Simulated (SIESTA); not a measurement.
**A series of single points on Sr**

System: Sr (Fm-3m, 1 atom in the cell).
Method: Kohn-Sham DFT of a periodic cell, PBE, PseudoDojo 0.4 standard, converted to PSML, no spin polarisation (SIESTA 5.4.2).

The 7 runs differ only in the geometry, by an even scaling of the cell at fixed fractional positions. The structure derives from an entry of the Crystallography Open Database.

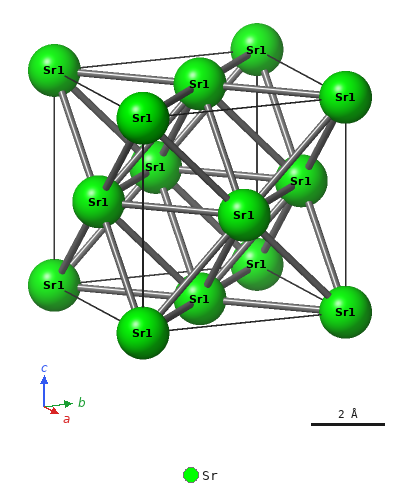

Figure 1. The structure of run 4 (ball-and-stick view of the cell 4 times as large as that of the calculation, set on its symmetry axes, seen slightly off an axis; atoms are numbered from 1 in the order of the input). An atom can appear more than once, as a periodic image.

### Input of run 4
```
SystemName                      Strontium
SystemLabel                     Sr
NumberOfSpecies                 1
NumberOfAtoms                   1
%block ChemicalSpeciesLabel
  1  38 Sr
%endblock ChemicalSpeciesLabel

LatticeConstant                 1.0 Ang
%block LatticeVectors
     0.0000000000     3.0423500000     3.0423500000
     3.0423500000     0.0000000000     3.0423500000
     3.0423500000     3.0423500000     0.0000000000
%endblock LatticeVectors
AtomicCoordinatesFormat         Fractional
%block AtomicCoordinatesAndAtomicSpecies
     0.0000000000     0.0000000000     0.0000000000  1  Sr
%endblock AtomicCoordinatesAndAtomicSpecies

%block kgrid.MonkhorstPack
    8   0   0  0.0
    0   8   0  0.0
    0   0   8  0.0
%endblock kgrid.MonkhorstPack
XC.Functional                   GGA
XC.Authors                      PBE
PAO.BasisSize                   DZP
PAO.EnergyShift                 0.003 Ry
Mesh.Cutoff                     500 Ry
OccupationFunction              FD
ElectronicTemperature           0.05 eV
MaxSCFIterations                120
SCF.MustConverge                false
SCF.Mixer.Method                Pulay
SCF.Mixer.Weight                0.25
SCF.Mixer.History               8
SCF.DM.Tolerance                5.0e-05
SCF.H.Tolerance                 1.0e-03 eV
WriteForces                     true
Charge.Mulliken                 end
Charge.Hirshfeld                end
Charge.Voronoi                  end
SaveRho                         true
SaveElectrostaticPotential      true
%block PAO.Basis
  Sr 5
  n=4 0 2
    3.897 0.000
  n=5 0 2
    9.500 0.000
  n=4 1 2
    4.631 0.000
  n=5 1 1
    9.500
  n=4 2 1
    7.000
%endblock PAO.Basis
```

Command:
```bash
siesta Sr.fdf > Sr.out 2>&1
```

Run 3 has the same physical settings and fractional positions; its lattice vectors (Å) are:
```
   0.000000    3.021931    3.021931
   3.021931    0.000000    3.021931
   3.021931    3.021931    0.000000
```

### Results, with one run withheld

```csv
run,volume per atom (Å³),"free energy per atom, from the lowest run given (meV)",pressure (GPa)
1,52.940,1.80,0.40
2,54.067,0.00,0.12
3,55.193,?,?
4,56.319,1.83,−0.36
5,57.446,5.11,−0.57
6,58.572,9.79,−0.75
7,59.698,15.73,−0.93
```

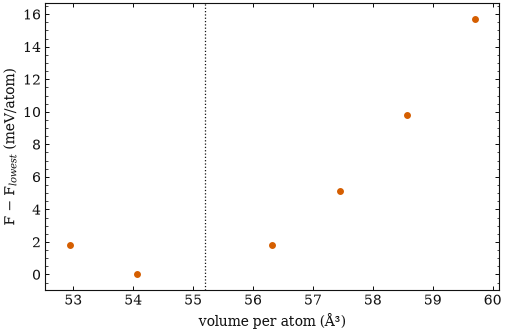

Figure 2. Free energy per atom of the runs given; the dotted line marks run 3.

Estimate the energy of run 3 from the others.

A cubic polynomial in V^(−2/3) (the Birch–Murnaghan form), fitted to the 6 runs given, misses them by at most 0.01 meV per atom. With x = V^(−2/3) − 0.06798 Å⁻², it reads F = 2.0575 − 2963.7 x + 9.8157e+05 x² − 1.9179e+06 x³ (meV per atom). At run 3 it gives 0.07 meV per atom, and the run itself gives 0.05. The slope of the fit gives a pressure −dF/dV of −0.13 GPa there, and the run prints −0.13 GPa. The fit has its minimum at 54.583 Å³ per atom, where V d²F/dV² gives 12.3 GPa: the bulk modulus at this level, since symmetry fixes the shape and the positions.

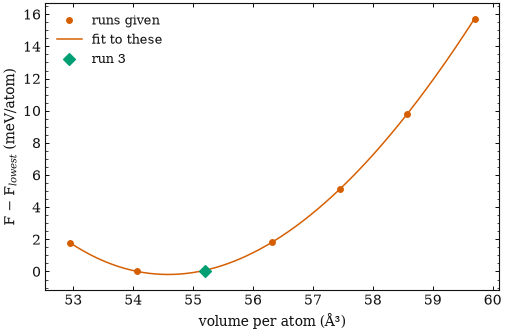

Figure 3. The fit and the withheld run.

### Some lines of the output (run 3)
```
[...]
outcell: Cell volume (Ang**3)        :     55.1929
stepf: Fermi-Dirac step function
siesta: Etot    =      -931.344721
siesta: FreeEng =      -931.353475
        iscf     Eharris(eV)        E_KS(eV)     FreeEng(eV)     dDmax    Ef(eV) dHmax(eV)
siesta: E_KS(eV) =             -931.3578
siesta: E_KS - E_eggbox =      -931.3578
siesta: Etot    =      -931.357818
siesta: FreeEng =      -931.366566
siesta:         Fermi =      -3.746347
siesta: Cell volume =         55.192949 Ang**3
    Orbital volume contribution        =           2.026592 eV
```

Notes: Points of doubt noted for this run: mulliken charges of long orbitals. With a small basis of atomic orbitals these values can differ much from converged plane-wave results.
